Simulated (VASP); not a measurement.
Consider PbO.

```cif
data_structure
_symmetry_space_group_name_H-M 'P 1'
_symmetry_Int_Tables_number 1
_cell_length_a 3.9900
_cell_length_b 3.9900
_cell_length_c 5.0100
_cell_angle_alpha 90.000
_cell_angle_beta 90.000
_cell_angle_gamma 90.000
_cell_volume 79.76
loop_
_atom_site_label
_atom_site_type_symbol
_atom_site_fract_x
_atom_site_fract_y
_atom_site_fract_z
_atom_site_occupancy
Pb1 Pb 0.50000 0.00000 0.76000 1
Pb2 Pb 0.00000 0.50000 0.24000 1
O1 O 0.50000 0.50000 0.00000 1
O2 O 0.00000 0.00000 0.00000 1
```

Space group P4/nmm; not relaxed (largest force 0.6 eV/Å).

These are results of Kohn-Sham DFT of a periodic cell, HSE06, spin-orbit coupling, VASP PAW PBE potentials, recommended in VASP 6.6.1, not measurements.

Predict the valence pseudo-density between the atoms.

Answer. Pb–O (2.33 Å): ρ is about 0.45 e/Å³ halfway.

Does the calculation give a band gap?

Answer. It is gapped, with a Kohn–Sham gap of 1.8 eV on the k-point mesh, an upper bound to the gap of this method.

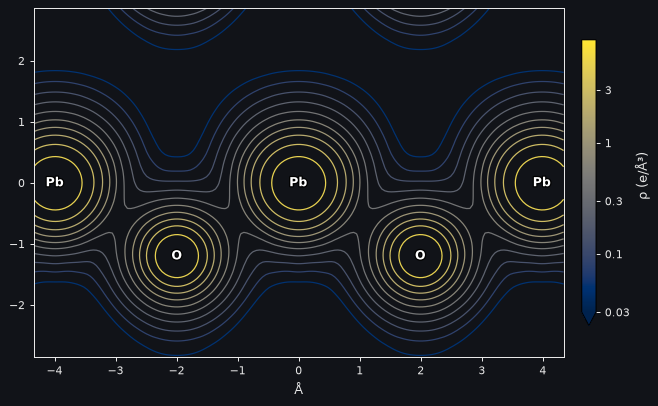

Computed valence pseudo-density on the (010) plane of the conventional cell. 
